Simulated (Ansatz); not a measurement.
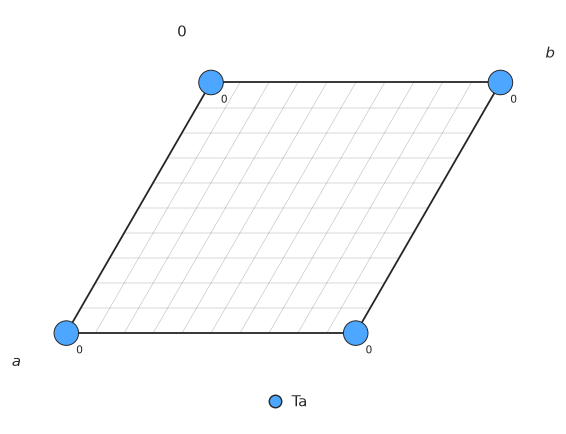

Plan of a unit cell projected along c (a down the page, b across); the numbers are heights in hundredths of c, and atoms on the cell's edges are repeated. The grid marks tenths of a and b. Source: coordinates from a relaxation with DFT r2SCAN, scalar-relativistic, plane waves, PAW in Ansatz; the starting structure was generated, so it need not be a known form of this composition. Symmetry computed with spglib at a tolerance of 0.002 Å; standard conventional cell.

a = 2.878 Å, b = 2.878 Å, c = 2.715 Å, α = 90.00°, β = 90.00°, γ = 120.00°.

Question: What does the cell contain?

Answer: 1 Ta: Ta, Z = 1.

Question: Which space group?

Answer: P6/mmm, No. 191, primitive hexagonal.

Question: Give the independent sites, coordinates to two places.

Answer:
```json
{"atom": "Ta", "site": "1a", "symmetry": "6/mmm", "x": "0.00", "y": "0.00", "z": "0.00"}
```
